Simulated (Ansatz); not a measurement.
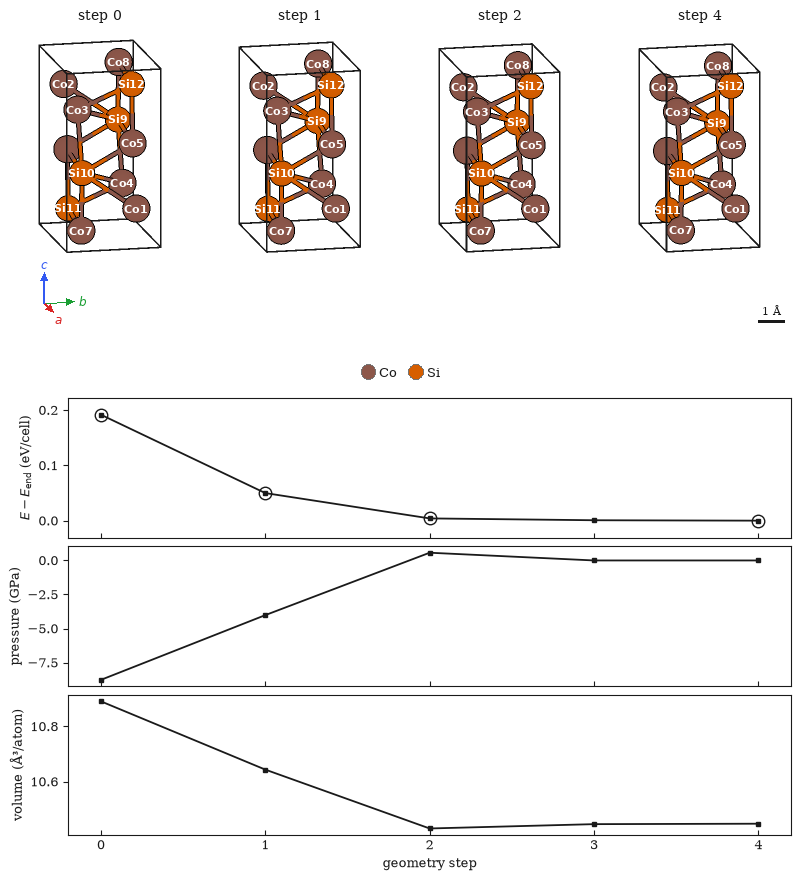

Frames of a relaxation of crystalline Co₂Si (set up in Pnma) (coarse preliminary run), marked on the history of the run. A ball-and-stick model of the cell of the calculation, seen slightly off an axis.

Method: DFT r2SCAN, scalar-relativistic, plane waves, PAW in Ansatz 0.2.0.

The input:
```yaml
crystal:
  lattice:
    - [4.918, 0.0, 0.0]
    - [0.0, 3.738, 0.0]
    - [0.0, 0.0, 7.109]
  atoms:
    - { symbol: Co, position: [0.962, 0.75, 0.218], spin: 1.3 }
    - { symbol: Co, position: [0.038, 0.25, 0.782], spin: 1.3 }
    - { symbol: Co, position: [0.538, 0.25, 0.718], spin: 1.3 }
    - { symbol: Co, position: [0.462, 0.75, 0.282], spin: 1.3 }
    - { symbol: Co, position: [0.826, 0.75, 0.562], spin: 0.81 }
    - { symbol: Co, position: [0.174, 0.25, 0.438], spin: 0.81 }
    - { symbol: Co, position: [0.674, 0.25, 0.062], spin: 0.81 }
    - { symbol: Co, position: [0.326, 0.75, 0.938], spin: 0.81 }
    - { symbol: Si, position: [0.298, 0.75, 0.611] }
    - { symbol: Si, position: [0.702, 0.25, 0.389] }
    - { symbol: Si, position: [0.202, 0.25, 0.111] }
    - { symbol: Si, position: [0.798, 0.75, 0.889] }
basis:
  ecutwfc: 500
kpoints:
  mp_grid: { grid: [4, 6, 4] }
hamiltonian:
  xc: r2scan
scf:
  occupations: { method: gaussian, width: 0.1 }
output:
  forces: true
  stress: true
  eigenvalues: true
  populations: true
magnetization:
  spin_polarized: true
relax:
  adjacent_minimum: "off"
  f_tol: 0.05
  max_steps: 80
  cell: { stress_tol: 0.5 }
```

Launched with:
```bash
ansatz run input.yaml --threads 4 --pin off --max-ram 9216MiB --backend cpu --events-out ev --progress --plain --runs-dir out
```

What happens along the run?

Answer. The run was cut off at its time limit before the program reported convergence, but its last step already meets the force threshold: the largest component is 0.017 eV/Å against 0.05 eV/Å. The pressure is within 0.01 GPa of its target. The energy falls by 0.192 eV per cell of the calculation in 4 geometry steps. Largest force component: 0.31 eV/Å at the start, 0.017 eV/Å at the end. Pressure: −8.77 GPa at the start and −0.01 GPa at the end. The largest moves relative to the cell, 0.052 Å, are those of Si9, Si10, Si11 and Si12. Si12 goes along [1 0 3]. Largest moves by element: Si 0.052 Å, Co 0.025 Å. Cell: a 4.918 → 4.855 Å (−1.3 %), b 3.738 → 3.709 Å (−0.8 %), c 7.109 → 6.962 Å (−2.1 %). Volume −4.1 %. Some distances before and after: Co1–Si12 2.474 → 2.397 Å, Co1–Co5 2.535 → 2.475 Å, Co5–Si10 2.319 → 2.275 Å, Co5–Si9 2.620 → 2.580 Å. Among the angles between lasting bonds that change: Si12–Co8–Si12 163.8° → 166.8°. The space group stays Pnma (No. 62). The run took 5.2 min on 4 threads of Arm Neoverse V1, with other jobs on the host, peak memory 1.4 GiB. From step 0 to 1: volume −2.3 %, energy −0.142 eV per cell of the calculation. From step 1 to 2: Si atoms move most (0.02 Å), volume −2.0 %, energy −45.8 meV per cell of the calculation. From step 2 to 4: Si atoms move most (0.02 Å), volume +0.2 %, energy −4.1 meV per cell of the calculation.

| step | E − E(0), meV/atom | largest force component, eV/Å | pressure, GPa | volume, Å³/atom |
| --- | --- | --- | --- | --- |
| 0 | 0.00 | 0.3146 | -8.77 | 10.891 |
| 1 | -11.81 | 0.2474 | -4.02 | 10.643 |
| 2 | -15.63 | 0.0802 | 0.56 | 10.430 |
| 3 | -15.91 | 0.0523 | -0.01 | 10.446 |
| 4 | -15.97 | 0.0165 | -0.01 | 10.447 |
